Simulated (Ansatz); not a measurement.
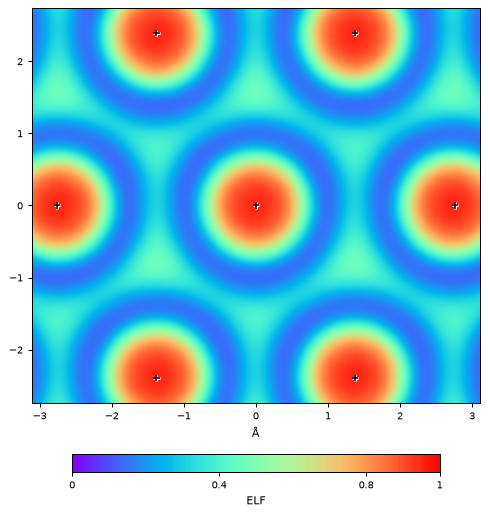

The ELF on a plane through atoms (crosses mark nuclei in the plane).

Level of theory: DFT, LDA, PAW with Ansatz's default frozen-core files, scalar-relativistic in Ansatz.

Candidates:
A. Cr, a = 2.76 Å, b = 2.76 Å, c = 4.48 Å, α = 90.00°, β = 90.00°, γ = 120.00°. Space group P6₃/mmc; computed pressure about −40 GPa in this cell; spin-polarised.
B. Rh, a = 3.80 Å, b = 3.80 Å, c = 3.80 Å, α = 90.00°, β = 90.00°, γ = 90.00°. Space group Fm-3m; computed pressure about −10 GPa in this cell; the program warned that a starting moment wasn't kept; spin-polarised, but the moments vanished.

Q: Which candidate gave the map?

A: Candidate A: Cr on the (001) plane of the conventional cell, which holds Cr. Cr–Cr (2.76 Å): the ELF is about 0.30 at the midpoint.
